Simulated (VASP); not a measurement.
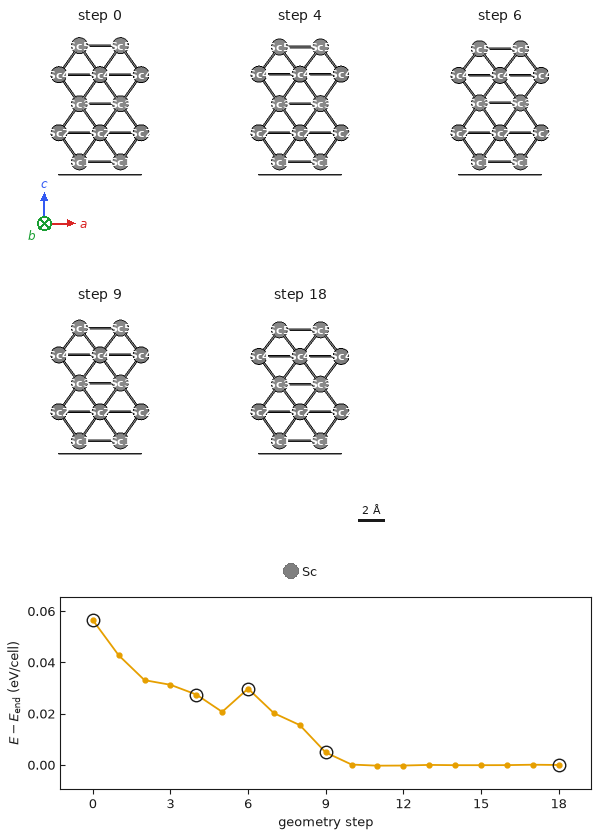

Frames of a relaxation of a slab of composition Sc, marked on the history of the run. A ball-and-stick model of the 2 × 2 repeat of the cell, outlined in the plane, without the vacuum, seen along the b axis.

The run lets the atoms move in a fixed cell. 2 atoms are held fixed.

These are results of Kohn-Sham DFT of a periodic cell, PBE with TS, VASP PAW PBE potentials, recommended in VASP 6.6.1, not measurements.

Input file:
```
PREC     = Accurate       # precision mode
ENCUT    = 520            # plane-wave cutoff, eV
EDIFF    = 1E-6           # SCF threshold, eV
ISMEAR   = 0              # smearing method
SIGMA    = 0.05           # smearing width, eV
LREAL    = F              # projectors in reciprocal space
LASPH    = T              # aspherical terms in the spheres
NELM     = 100            # most SCF steps
ALGO     = Normal         # electronic algorithm
ISIF     = 2              # what is computed and relaxed
LWAVE    = F              # write WAVECAR
LCHARG   = F              # write CHGCAR
LDIPOL   = T            
IDIPOL   = 3            
DIPOL    = 0.5 0.5 0.500
GGA      = PE             # functional
IVDW     = 2              # dispersion correction
IBRION   = 2              # ionic algorithm
NSW      = 40             # ionic steps
EDIFFG   = -0.005         # ionic threshold
```

Command:
```bash
cat potpaw_PBE.64/Sc_sv/POTCAR > POTCAR
mpirun -np 1 vasp_std > vasp.out
```

**What happens along the run?**

The energy falls by 56.6 meV per cell of the calculation in 18 geometry steps. Largest force component: 0.54 eV/Å at the start, 0.55 eV/Å at the end. The largest move is that of Sc5, 0.40 Å along the normal (−c). The lattice vectors keep their values. Among the contacts that change: Sc4–Sc5 3.211 → 3.080 Å, Sc2–Sc3 3.211 → 3.134 Å, Sc3–Sc4 3.211 → 3.137 Å. From step 0 to 4: Sc5 moves most (0.11 Å), energy −29.1 meV per cell of the calculation. From step 4 to 6: Sc5 moves most (0.14 Å), energy +2.3 meV per cell of the calculation. From step 6 to 9: Sc3 moves most (0.09 Å), energy −24.9 meV per cell of the calculation. From step 9 to 18: Sc5 moves most (0.13 Å), energy −4.9 meV per cell of the calculation.

```json
{"step": "0", "E − E(0), meV/atom": "0.00", "largest force component, eV/Å": "0.5367"}
{"step": "1", "E − E(0), meV/atom": "-2.75", "largest force component, eV/Å": "0.5363"}
{"step": "2", "E − E(0), meV/atom": "-4.69", "largest force component, eV/Å": "0.5303"}
{"step": "3", "E − E(0), meV/atom": "-5.05", "largest force component, eV/Å": "0.5309"}
{"step": "4", "E − E(0), meV/atom": "-5.81", "largest force component, eV/Å": "0.5333"}
{"step": "5", "E − E(0), meV/atom": "-7.16", "largest force component, eV/Å": "0.5369"}
{"step": "6", "E − E(0), meV/atom": "-5.35", "largest force component, eV/Å": "0.5499"}
{"step": "7", "E − E(0), meV/atom": "-7.27", "largest force component, eV/Å": "0.5417"}
{"step": "8", "E − E(0), meV/atom": "-8.20", "largest force component, eV/Å": "0.5422"}
{"step": "9", "E − E(0), meV/atom": "-10.34", "largest force component, eV/Å": "0.5421"}
{"step": "10", "E − E(0), meV/atom": "-11.28", "largest force component, eV/Å": "0.5792"}
{"step": "11", "E − E(0), meV/atom": "-11.37", "largest force component, eV/Å": "0.5506"}
{"step": "12", "E − E(0), meV/atom": "-11.36", "largest force component, eV/Å": "0.5586"}
{"step": "13", "E − E(0), meV/atom": "-11.31", "largest force component, eV/Å": "0.5530"}
{"step": "14", "E − E(0), meV/atom": "-11.33", "largest force component, eV/Å": "0.5544"}
{"step": "15", "E − E(0), meV/atom": "-11.33", "largest force component, eV/Å": "0.5534"}
{"step": "16", "E − E(0), meV/atom": "-11.32", "largest force component, eV/Å": "0.5535"}
{"step": "17", "E − E(0), meV/atom": "-11.29", "largest force component, eV/Å": "0.5515"}
{"step": "18", "E − E(0), meV/atom": "-11.31", "largest force component, eV/Å": "0.5529"}
```
